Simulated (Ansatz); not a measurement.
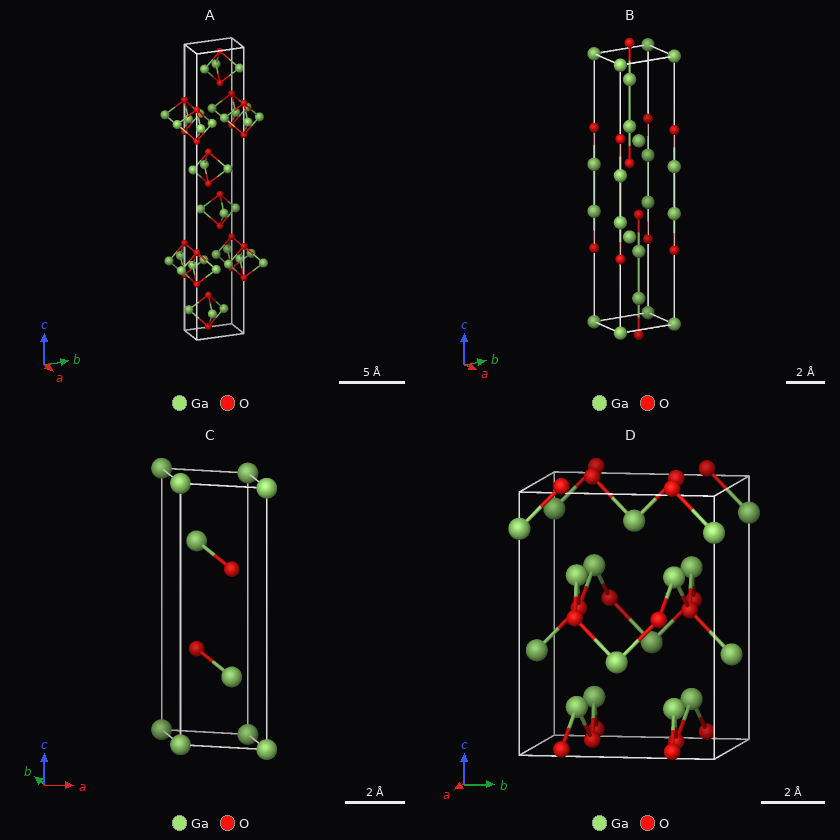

Four structures of Ga$_{3}$O$_{2}$, each relaxed to rest (conventional cells in solid outline, small ones repeated, each panel with its own scale). Method: Ansatz 0.2.0, DFT PBE, scalar-relativistic, plane waves, PAW, without spin polarisation.

> What are the structures shown?

A: 30 atoms a cell on a rhombohedral (trigonal R) lattice, R-3c; B: 15 atoms a cell on a rhombohedral (trigonal R) lattice, R-3m; C: 5 atoms a cell on a primitive hexagonal lattice, P-3m1; D: 20 atoms a cell on a face-centred orthorhombic lattice, Fmm2.

> Rank them by energy, lowest first.

C, then D (+60 meV/atom), A (+287 meV/atom) and B (+630 meV/atom), energies at zero smearing.

> Collect the results in a table.

| panel | structure | E − E(lowest) (meV/atom) | volume (Å³/atom) | gap (eV) |
| --- | --- | --- | --- | --- |
| C | P-3m1 | 0 | 14.9 | metal |
| D | Fmm2 | 60 | 16.2 | metal |
| A | R-3c | 287 | 15.4 | metal |
| B | R-3m | 630 | 15.7 | metal |

Some of these may be structure types tried for this composition rather than known phases, and the most stable form need not be among them. Gaps are taken on the k-mesh or band path of each run.
